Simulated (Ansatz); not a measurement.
**SiGe3: density, localisation and related maps**

The calculation's input:

```
crystal:
  lattice:
    - [1.9769471816, 3.4241729624, 0.0]
    - [0.0, 0.0, 6.5286246355]
    - [5.9308415447, -3.4241729623, 0.0]
  atoms:
    - { symbol: Ge, position: [0.5, 0.062938449, 0.1666666667] }
    - { symbol: Ge, position: [0.0, 0.062938449, 0.6666666667] }
    - { symbol: Si, position: [0.5, 0.562938449, 0.8333333333] }
    - { symbol: Ge, position: [0.0, 0.562938449, 0.3333333333] }
    - { symbol: Ge, position: [0.5, 0.437061551, 0.1666666667] }
    - { symbol: Si, position: [0.0, 0.437061551, 0.6666666667] }
    - { symbol: Ge, position: [0.5, 0.937061551, 0.8333333333] }
    - { symbol: Ge, position: [0.0, 0.937061551, 0.3333333333] }
basis:
  ecutwfc: 420
kpoints:
  mp_grid: { grid: [10, 6, 6] }
hamiltonian:
  xc: pbesol
scf:
  occupations: { method: gaussian, width: 0.1 }
output:
  forces: true
  stress: true
  eigenvalues: true
  write_density: true
  write_potential: true
  elf: true
  volumetric_format: npy
relax:
  adjacent_minimum: "off"
  f_tol: 0.015
  max_steps: 60
  cell: { stress_tol: 0.15 }
```

Run with:

```sh
ansatz run input.yaml --threads 1 --pin off --max-ram 2560MiB --backend cpu --events-out ev --progress --plain --runs-dir out
```

Below, planes, directions and counts refer to the conventional cell (a = 6.52 Å, b = 3.95 Å, c = 6.84 Å, α = 90.00°, β = 90.03°, γ = 90.00°).

The fields are those of the run's last geometry, not of the input's.

Space group P2₁/m; a structure from a database of computed crystals, not necessarily the ambient phase.

Level of theory: DFT PBEsol, scalar-relativistic, plane waves, PAW (Ansatz 0.2.0).

In a PAW calculation such maps are meaningful between the atoms, not at the nuclei.

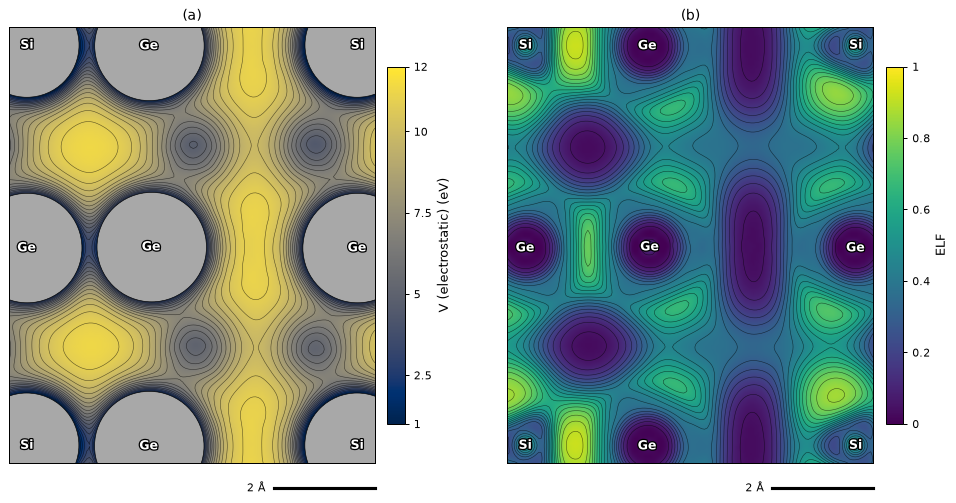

Figure 1. (a) electrostatic potential (local pseudopotential plus Hartree) felt by an electron; (b) electron localisation function on the (011) plane of the conventional cell. Grey discs cover the atomic cores in the potential map.

### Describe what can be read from this map.

- The section cuts through Si and Ge sites.
- Si–Ge (2.42 Å): the ELF peaks at about 0.90 between the atoms; a covalent bond.
- Ge–Ge (2.46 Å): the ELF peaks at about 0.75 between the atoms: localised, covalent bonding.
- Outside the cores the potential energy rises away from the atoms and is highest about 2.3 Å from the nearest atoms; its zero is arbitrary.

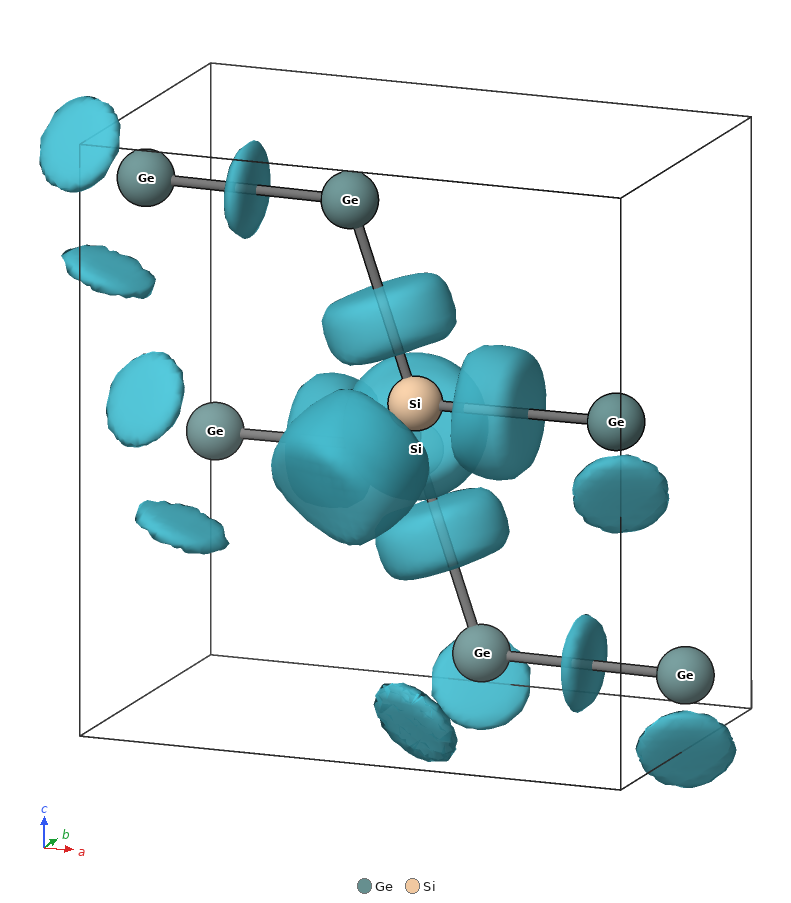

Figure 2. Isosurface of the ELF at 0.7 (cyan), seen slightly off an axis. Only the valence region is drawn (cores and ρ < 0.01 e/Å³ removed). Sticks mark near contacts.

### Describe the localisation domains.

The surface consists of ten regions between bonded Ge–Ge atoms (shared pairs), four regions between bonded Ge–Si atoms (shared pairs) and two regions between bonded Si–Si atoms (shared pairs), counted in one cell of 8 atoms. Any copies at cell faces, edges or corners count once.


Si–Si (2.38 Å): the ELF peaks at about 0.95 between the atoms (a covalent bond). Si–Ge (2.41 Å): the ELF peaks at about 0.90 between the atoms (a shared electron pair).
